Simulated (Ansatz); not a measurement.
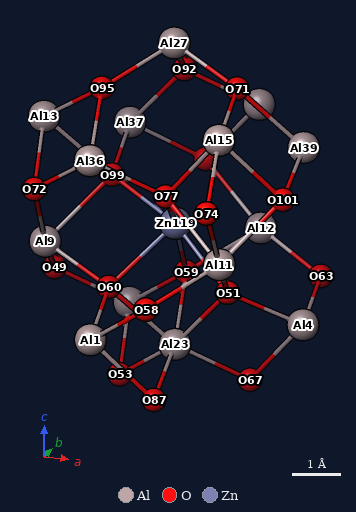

Starting structure of a defect cell of composition Al47O71Zn (cell charge −1). Style: ball-and-stick. Shown: the atoms within 4.2 Å of the atom that moves most (axes of the cell of the calculation (origin shifted)), slightly off an axis.

All numbers below come from DFT, PBEsol, PAW, plane waves (Ansatz).

(plane-wave cutoff 420 eV; k-point mesh 1 × 1 × 1; mesh shifted by (0.25, 0.25, 0.25); no spin polarisation; atoms relaxed in a fixed cell; force threshold 0.03 eV/Å; at most 80 steps)

```xyz
119
Lattice="9.5479 0.0000 0.0000 -4.7739 8.2687 0.0000 0.0000 0.0000 13.0136" Properties=species:S:1:pos:R:3 pbc="T T T"
Al    2.3673    1.3911    2.4052
Al   -0.0065    5.4811    2.4202
Al    7.1997    1.4309    2.4304
Al    4.7805    5.4865    2.4597
Al    0.0074    2.7448    0.2415
Al   -2.4097    6.9098    0.2570
Al    4.7934    2.7440    0.2376
Al    2.3713    6.9197    0.2521
Al    0.0018    2.7192    4.0854
Al   -2.4027    6.9214    4.0687
Al    4.7683    2.7607    4.0971
Al    2.4107    6.9197    4.0865
Al   -0.0369    2.7269    6.7523
Al   -2.4041    6.9253    6.7397
Al    4.7813    2.7309    6.7618
Al    2.4017    6.8767    6.7346
Al    0.0152    0.0131    4.5857
Al    7.1225    4.1102    4.5824
Al   -0.0370    8.2565    4.5575
Al    4.7738    8.2495    1.9012
Al    7.1561    4.1106    1.9414
Al   -0.0091    8.2450    1.9332
Al    2.4000    4.1175    1.9576
Al    0.0204    0.0030    8.4234
Al    7.1497    4.1195    8.4616
Al    0.0082    8.2567    8.4430
Al    2.3984    4.1014    8.4081
Al    9.5200    0.0017   11.1052
Al   -2.3679    4.1256   11.0747
Al    0.0110    8.2595   11.0625
Al    2.3837    4.1559   11.0942
Al    2.3718    1.3926    8.9190
Al    0.0174    5.5390    8.9286
Al    7.1502    1.3598    8.9338
Al    4.7729    5.5020    8.9208
Al    2.3837    1.3589    6.2432
Al   -0.0079    5.5070    6.2698
Al    7.1762    1.4013    6.2726
Al    4.7929    5.4942    6.2527
Al    2.3594    1.3852   12.7870
Al   -0.0041    5.4829   12.7782
Al    7.1651    1.4206   12.7349
Al    4.7784    5.5264   12.7574
Al    0.0344    2.7567   10.6213
Al   -2.3666    6.8867   10.5926
Al    4.8089    2.7433   10.6146
Al    2.3984    6.9031   10.6208
O    -3.3465    8.2671    3.2031
O    -0.9080    4.1030    3.2504
O     1.4709    8.2068    3.2459
O     3.8509    4.1191    3.2240
O     3.1243    0.0964    1.0715
O     0.7425    4.2767    1.1178
O     7.8825    0.1322    1.1305
O     5.4701    4.2351    1.0953
O     8.8078    1.2799    3.2406
O    -3.1136    5.4208    3.2471
O     4.0396    1.2181    3.2556
O     1.6350    5.3915    3.2635
O     1.6183    2.8780    3.2628
O    -0.7535    6.9956    3.2472
O     6.4564    2.8594    3.2505
O     4.0177    6.9706    3.2288
O     0.9278    1.3516    1.0856
O    -1.4638    5.5310    1.1099
O     5.6964    1.3562    1.0560
O     3.2791    5.5342    1.1136
O     1.6494    0.0860    7.5624
O    -0.7150    4.2408    7.5953
O     6.4232    0.1436    7.6221
O     4.0197    4.2365    7.5931
O     0.7327    1.4929    5.4401
O    -1.6523    5.6438    5.3988
O     5.4838    1.4925    5.4329
O    -1.4714    2.7406    5.4140
O    -3.8411    6.8935    5.4512
O     3.2985    2.7502    5.3969
O     0.8895    6.9087    5.4013
O    -0.7569    1.5131   11.9245
O    -3.1106    5.6490   11.8942
O     4.0449    1.4998   11.9427
O     1.6575    5.6526   11.9513
O     7.8461    2.8600    9.7953
O    -4.0352    7.0153    9.7658
O     3.1699    2.8492    9.7644
O     0.7130    7.0239    9.7800
O     3.1178    2.5775    1.0490
O     0.7221    6.7912    1.0800
O     7.8715    2.6378    1.1145
O     5.4931    6.8131    1.0986
O     3.8742    1.3841    7.5659
O     1.4633    5.5424    7.5594
O     8.6837    1.3839    7.5738
O     6.2227    5.5253    7.5777
O     1.6368    2.6297    7.5559
O    -0.7272    6.7673    7.6213
O     6.4063    2.6390    7.5768
O     4.0332    6.7872    7.5790
O     0.7462    4.0242    5.4206
O    -1.6420    8.1691    5.3863
O     5.4650    4.0099    5.3999
O     3.1322    8.1856    5.4506
O     1.4617    2.8024   11.9011
O    -0.9022    6.8647   11.9408
O     6.1992    2.7760   11.9674
O     3.8229    6.8776   11.9587
O     3.3192    0.0180    9.7472
O     0.9367    4.1389    9.7543
O     8.0751    0.0201    9.7708
O     5.6912    4.1207    9.7161
O     0.7056    1.2298    9.7783
O    -1.6448    5.4163    9.7790
O     5.4903    1.2616    9.7412
O     3.1142    5.4185    9.7663
O    -0.7827    4.0048   11.9171
O    -3.1054    8.1064   11.8922
O     4.0835    4.0496   11.9519
O     1.6174    8.1942   11.9203
Zn    2.3988    4.1370    4.5451
```

Where does the relaxation end?

After 9 geometry steps the energy has fallen by 3.871 eV per cell of the calculation. The largest force component goes from 3.1 to 0.017 eV/Å. The atom that moves furthest is Zn119 (0.73 Å along [1 1 1]). By element the largest moves are Zn 0.73 Å, O 0.13 Å, Al 0.13 Å. The cell stays as it was. Among the contacts that change: O60–Zn119 1.959 → 2.801 Å, O59–Zn119 1.949 → 2.352 Å, O51–Zn119 1.963 → 2.321 Å, O99–Zn119 1.874 → 2.057 Å. Bonds break: O60–Zn119 (1.96 → 2.80 Å). Bond angles that change, for instance: O51–Zn119–O99 165.1° → 128.1°, O59–Zn119–O77 166.1° → 131.3°, Al15–O77–Zn119 132.3° → 112.4°.

The end point in the same view:

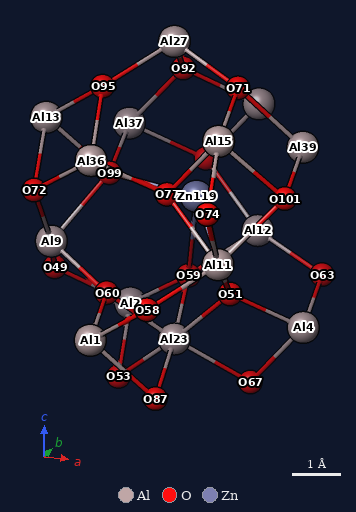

Limits of the set-up: the cell is charged, on a uniform background, and energies carry no finite-size correction.
